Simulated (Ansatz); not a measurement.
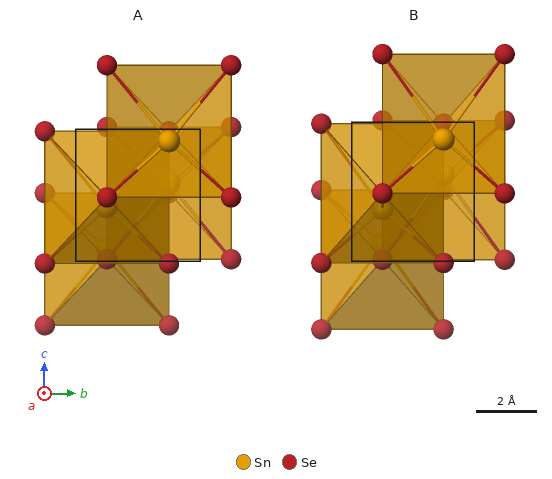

Two geometries of a crystal of SnSe (set up in Pnma), drawn at one scale. One is the start of a relaxation, the other its converged end. The picture is a polyhedral view of the cell of the calculation, seen along the a axis.

Method: Kohn-Sham DFT of a periodic cell, r2SCAN, Ansatz PAW in Ansatz. (plane-wave cutoff 500 eV; k-point mesh 3 × 6 × 6; occupations fermi-dirac; smearing width 0.05 eV; no spin polarisation; cell and atoms relaxed; force threshold 0.01 eV/Å; at most 40 steps)

Which of the two is the end point?

Answer. Structure B is the relaxed one. The run lets cell and atoms move. The largest moves relative to the cell, 0.16 Å, are those of Sn atoms. Largest moves by element: Sn 0.16 Å, Se 0.06 Å. Cell: a 11.420 → 11.682 Å (+2.3 %), b 4.190 → 4.125 Å (−1.5 %), c 4.460 → 4.698 Å (+5.3 %). Volume +6.1 %. Some distances before and after: Se–Sn 3.319 → 3.556 Å, Se–Sn 2.693 → 2.760 Å, Se–Sn 2.834 → 2.769 Å. Among the angles between lasting bonds that change: Sn–Se–Sn 99.4° → 104.0°. The space group stays Pnma (No. 62). Over 6 accepted moves (7 points after the start) the energy falls by 0.118 eV per cell of the calculation. The largest force component goes from 0.17 to 0.0021 eV/Å. The pressure goes from 1.31 to 0.01 GPa. At 1 point the geometry stayed and the basis and grid were re-selected for the new cell (energy shift of 0.8 meV per cell of the calculation at most each time). Cost: 4.2 min on 2 threads of Arm Neoverse V1, with other jobs on the host, peak memory 1.2 GiB.
